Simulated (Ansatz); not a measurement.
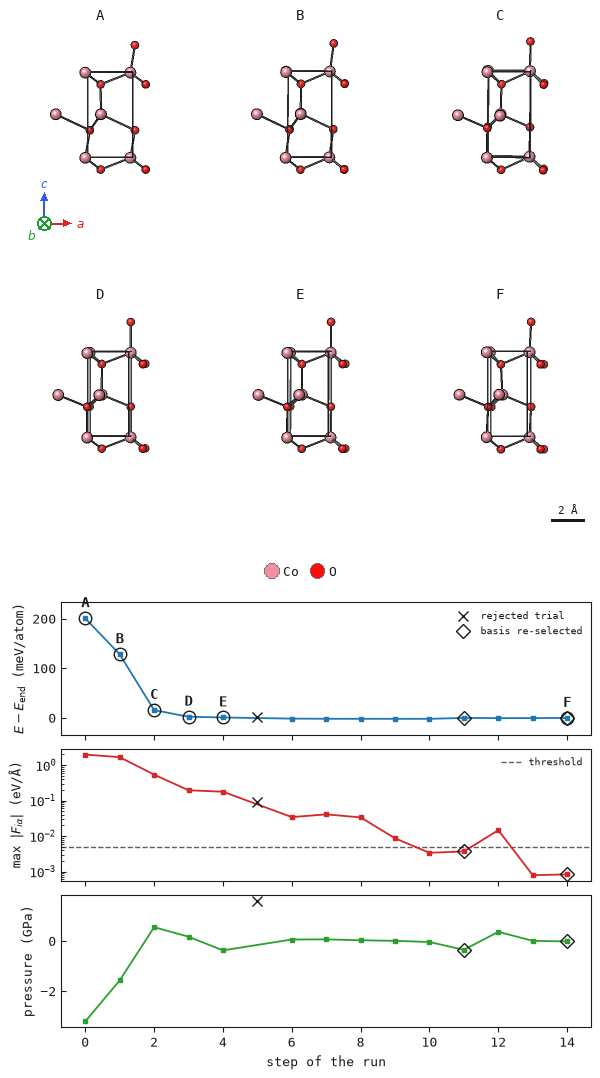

Frames of a relaxation of a crystal of CoO (set up in P1), marked on the history of the run. A ball-and-stick model of the cell of the calculation, seen along the b axis.

Case: cure: more steps.

Computed with Ansatz 0.2.0, DFT PBEsol, scalar-relativistic, plane waves, PAW. Set-up: plane-wave cutoff 420 eV; k-point mesh 6 × 6 × 4; occupations gaussian; smearing width 0.1 eV; collinear spin; cell and atoms relaxed; force threshold 0.005 eV/Å; at most 100 steps.

Describe the path.

The energy falls by 201 meV per atom in 11 accepted moves (14 points after the start). Largest force component: 2 eV/Å at the start, 0.00083 eV/Å at the end. The pressure goes from −3.20 to −0.01 GPa. The line search rejected the trial step at point 5 of the run. At 2 points the geometry stayed and the basis and grid were re-selected for the new cell (energy shift of 1.8 meV per atom at most each time). A Co atom moves most relative to the cell: 0.21 Å roughly along [1 3 −1]. By element the largest moves are Co 0.21 Å, O 0.20 Å. Cell: a 3.198 → 2.813 Å (−12.0 %), b 3.198 → 3.166 Å (−1.0 %), c 5.229 → 5.211 Å (−0.3 %), γ 120.0° → 116.4°. Volume −10.2 %. Some distances before and after: Co–O 2.332 → 1.926 Å, Co–O 2.285 → 1.926 Å, Co–O 2.082 → 1.900 Å, Co–O 1.729 → 1.900 Å. Among the angles between lasting bonds that change: O–Co–O 130.0° → 107.3°, O–Co–O 111.5° → 93.9°, Co–O–Co 111.5° → 93.9°. The space group (tolerance 0.01 Å) goes from P1 (No. 1) to Cmc2_1 (No. 36). From step 0 to 1: an O atom moves most (0.05 Å), volume −4.2 %, energy −72.6 meV per atom. From step 1 to 2: an O atom moves most (0.19 Å), volume −5.0 %, energy −112 meV per atom. From step 2 to 3: an O atom moves most (0.12 Å), energy −13.5 meV per atom. From step 3 to 4: an O atom moves most (0.02 Å), energy −1.4 meV per atom. From step 4 to 14: an O atom moves most (0.08 Å), volume −1.4 %, energy −1.1 meV per atom.

```tsv
step	E − E(0), meV/atom	largest force component, eV/Å	pressure, GPa	volume, Å³/atom	note
0	0.00	1.9890	-3.20	11.575	
1	-72.59	1.6785	-1.57	11.084	
2	-185.09	0.5411	0.55	10.533	
3	-198.62	0.1954	0.17	10.535	
4	-200.01	0.1781	-0.37	10.540	
5	-199.91	0.0912	1.60	10.261	rejected
6	-202.34	0.0343	0.06	10.439	
7	-202.67	0.0409	0.07	10.434	
8	-202.74	0.0337	0.03	10.434	
9	-202.77	0.0087	0.01	10.435	
10	-202.76	0.0034	-0.04	10.437	
11	-200.95	0.0037	-0.35	10.437	same geometry, new basis
12	-201.34	0.0146	0.37	10.370	
13	-201.26	0.0008	0.01	10.396	
14	-201.10	0.0008	-0.01	10.396	same geometry, new basis
```
